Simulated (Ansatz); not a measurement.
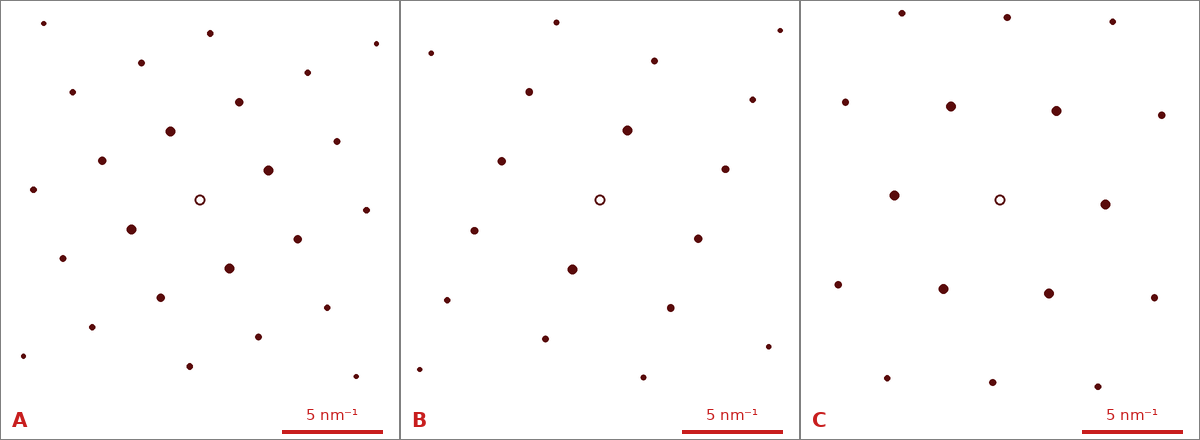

Simulated selected-area electron diffraction patterns (300 kV, kinematic approximation, thin crystal, B = 0.5 Å² for all atoms).

All three come from Ge, space group Pm-3m (No. 221), a = 2.68 Å. Structure: the input geometry of an electronic-structure calculation (not necessarily at equilibrium); the starting structure was generated, so it need not be a known form of this composition.

```
Ge
1.0
     2.68157    0.00000    0.00000
     0.00000    2.68157    0.00000
     0.00000    0.00000    2.68157
Ge
1
Direct
  0.00000 0.00000 0.00000
```

### Assign the zone axes [001], [110], [111] to A, B and C.

A is [001]: square net of 1 0 0 at d = 2.68 Å and 0 1 0 at d = 2.68 Å, at 90.0°. B is [110]: rectangular net of 0 0 1 at d = 2.68 Å and 1 -1 0 at d = 1.90 Å, at 90.0°. C is [111]: hexagonal net of -1 1 0 at d = 1.90 Å and -1 0 1 at d = 1.90 Å, at 60.0°.
